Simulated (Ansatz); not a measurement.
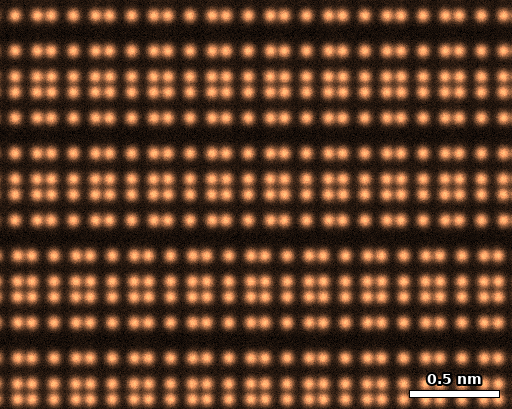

HAADF-like image of Ru (R-3m, No. 166) along [210]. Simulation: incoherent imaging, intensity Z^1.7 per atom, probe width 0.50 Å, thin sample. The probe carries 15 % of its weight in a tail 2.5 times as wide. The display is stretched by a gamma of 0.65; percentages refer to the linear signal. Shot noise was added.

One planar defect was built into the perfect crystal by geometry alone, without relaxation. Host structure: coordinates from a relaxation with DFT r2SCAN, scalar-relativistic, plane waves, PAW (Ansatz 0.2.0); the starting structure was generated, so it need not be a known form of this composition.

**Find the planar defect and say what kind it is.**

A planar fault (a stacking fault) runs horizontally about 14 Å below the top edge. The part above it is shifted along the boundary by 1/3 of the 3.31 Å repeat of the rows (1.1 Å to the right, the same as 2.2 Å to the left); both parts keep the same orientation.
